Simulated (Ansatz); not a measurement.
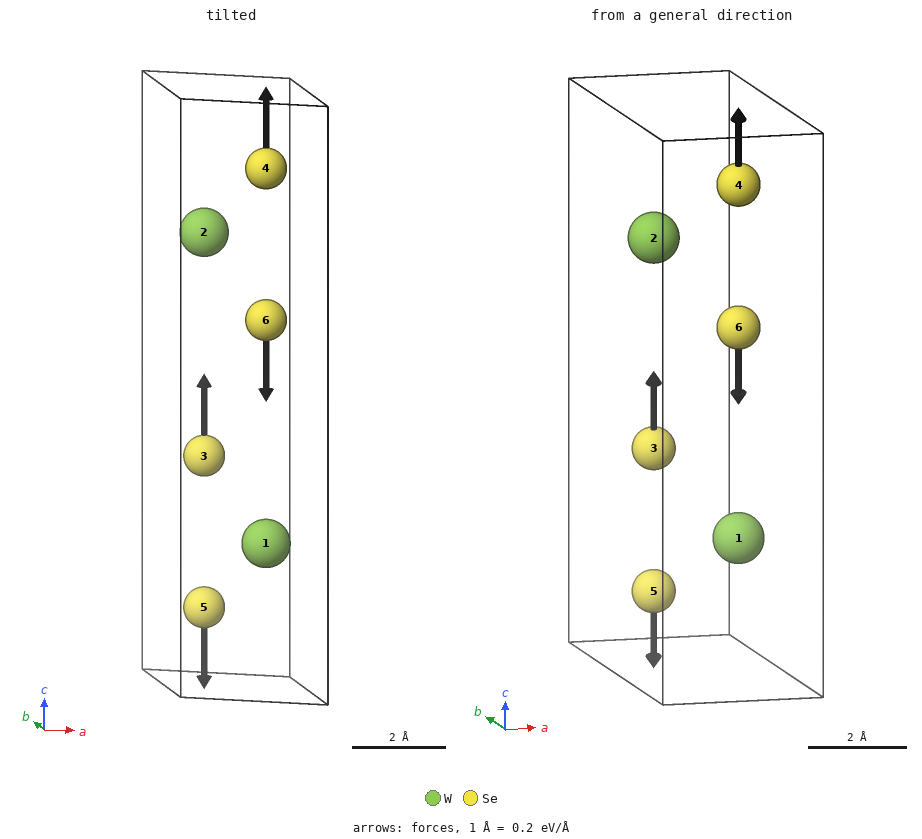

This spheres-only model is shown slightly off an axis and from a general direction. One simulation cell is framed, with atoms on its boundary repeated. The arrows are the computed forces on the atoms.

System: WSe₂. Setup: Ansatz, DFT, PBE, plane waves, PAW; a kinetic-energy cutoff of 420 eV, a 12×12×2 grid in reciprocal space, Fermi-Dirac smearing of 0.02 eV, no spin polarisation.

Do the forces show a relaxed structure?

No. The atoms still feel forces of up to about 0.28 eV/Å, far above a usual threshold of 0.01 to 0.03 eV/Å.

Which atom is pushed hardest?

All Se atoms, about 0.28 eV/Å.

The structure comes from a structure listed in the Materials Project. Earlier steps of the study may have refined or changed the cell and positions. It was run through Ansatz as a DFT input.
